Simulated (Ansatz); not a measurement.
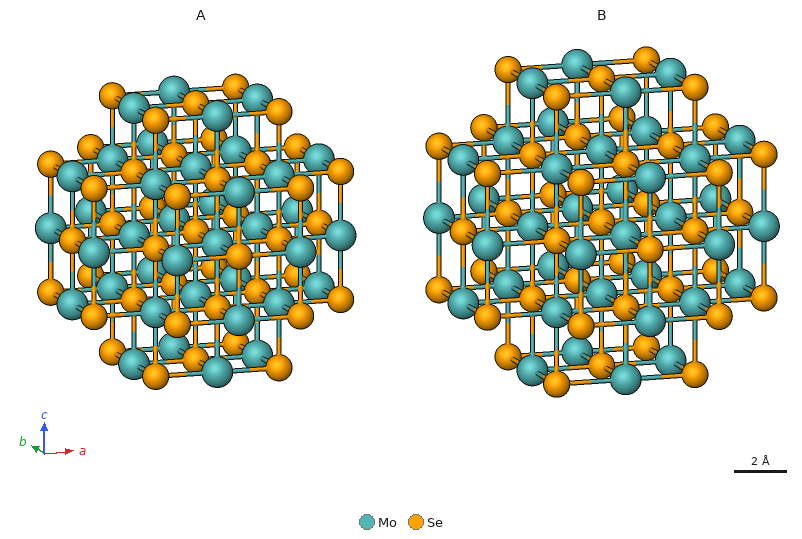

Two geometries of solid MoSe (built on the rock salt type) (coarse preliminary run), drawn at one scale. One is the start of a relaxation, the other its converged end. A ball-and-stick model of the conventional cell (4 times the calculation's cell), seen slightly off an axis. Lengths and directions refer to the drawn axes.

Method: Ansatz 0.2.0, DFT PBE+U, scalar-relativistic, plane waves, PAW. Settings: plane-wave cutoff 420 eV; k-point mesh 6 × 6 × 6; occupations gaussian; smearing width 0.1 eV; U Mo 4.38 eV; collinear spin; cell and atoms relaxed; force threshold 0.05 eV/Å; at most 80 steps.

Which geometry has the lower energy?

Structure B is the relaxed one. After 4 accepted moves (5 points after the start) the energy has fallen by 1.464 eV per cell of the calculation. All forces vanish by symmetry, so only the cell relaxes. Pressure: 40.43 GPa at the start and 0.42 GPa at the end. The SCF was repeated once at an unchanged geometry on a basis and grid sized afresh for the cell, which shifted the energy by 9.2 meV per cell of the calculation at most. No atom moves by more than 0.005 Å relative to the cell. Cell: a = b = c 5.098 → 5.716 Å (+12.1 %). Volume +41.0 %. Some distances before and after: Mo–Se 2.549 → 2.858 Å. The space group stays Fm-3m (No. 225). The run took 30 s on 1 thread of Intel(R) Xeon(R) Processor @ 2.50GHz (Skylake/Cascade Lake) (shared host), peak memory 0.4 GiB.
